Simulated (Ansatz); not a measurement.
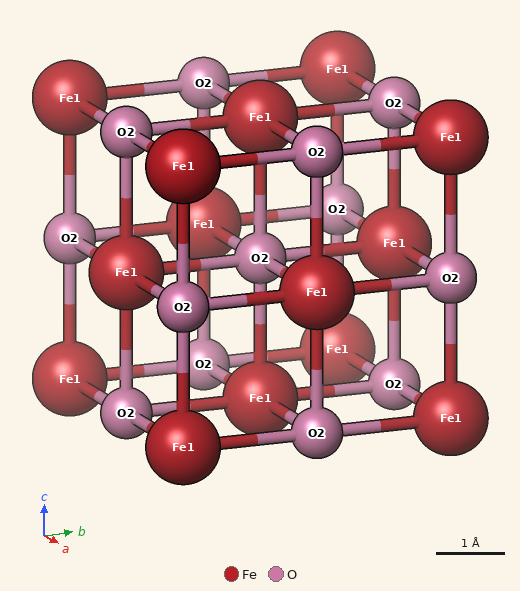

Reference structure: a crystal of FeO (built on the FeO-type type). A ball-and-stick model of the conventional cell (4 times the calculation's cell), seen slightly off an axis. Lengths and directions refer to the drawn axes.

These are results of Ansatz 0.2.0, DFT PBE, scalar-relativistic, plane waves, PAW, not measurements. Set-up: plane-wave cutoff 420 eV; k-point mesh 14 × 14 × 14; occupations gaussian; smearing width 0.05 eV; collinear spin.

Now this is done to it. The cell is strained by +0.5 % along [1 0 −1], −0.5 % along [1 0 1], none along the third axis (volume 0.0 %), the atoms keeping their fractional coordinates. No relaxation follows.

### What does the calculation give for the changed structure?

The space group (tolerance 0.01 Å) goes from Fm-3m (No. 225) to Immm (No. 71). The energy changes by less than 1 meV per atom. The pressure goes from 0.0 to 0.0 GPa. The principal stresses (compression positive) are 0.3 GPa along [1 0 1], −0.3 GPa along [1 0 −1], none along the third axis. All forces vanish by symmetry. The absolute magnetisation stays at 4.01 μB per cell. It is metallic before and after.
